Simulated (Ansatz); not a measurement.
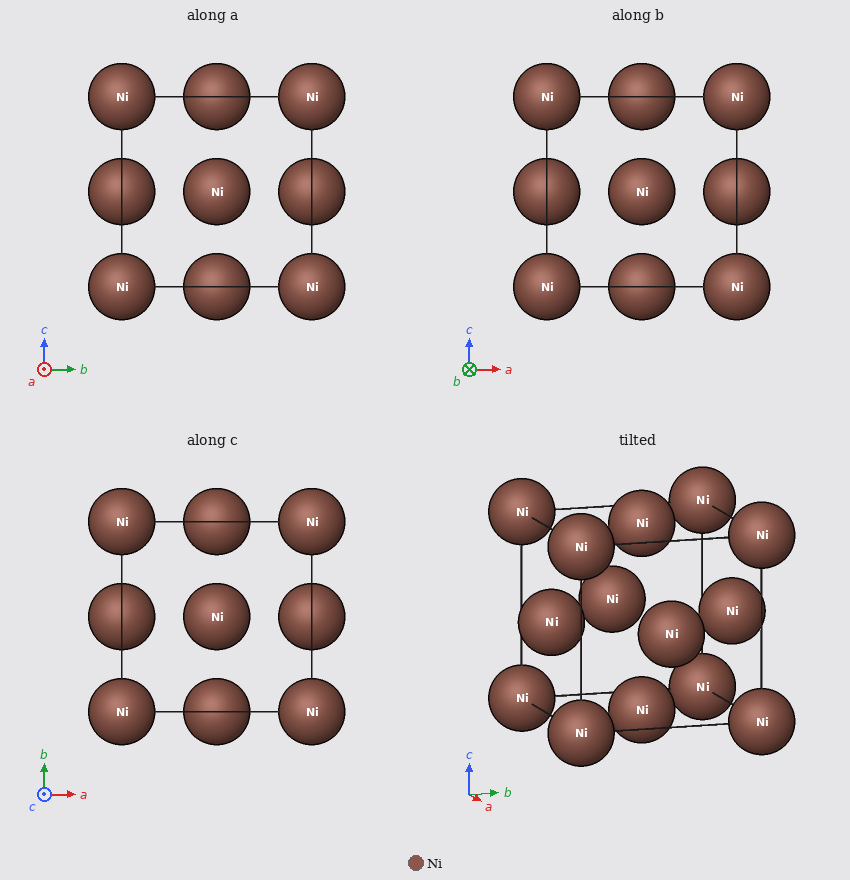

Shown here is a spheres-only view of the crystal, taken along the a axis, along the b axis, along the c axis and slightly off an axis. The conventional unit cell is drawn as a box.

Lattice parameters: a = 3.457 Å, b = 3.457 Å, c = 3.457 Å, α = 90.00°, β = 90.00°, γ = 90.00°.

Reconstruct the structure as a table of Wyckoff sites.

Space group Fm-3m (No. 225).
```tsv
atom	site	x	y	z
Ni	4a	0.0000	0.5000	0.5000
```

Starting structure: a structure type filled with this element by a generator (whether the element takes this form wasn't checked). The structure drawn was relaxed with Ansatz, DFT PBEsol, scalar-relativistic, plane waves, PAW.
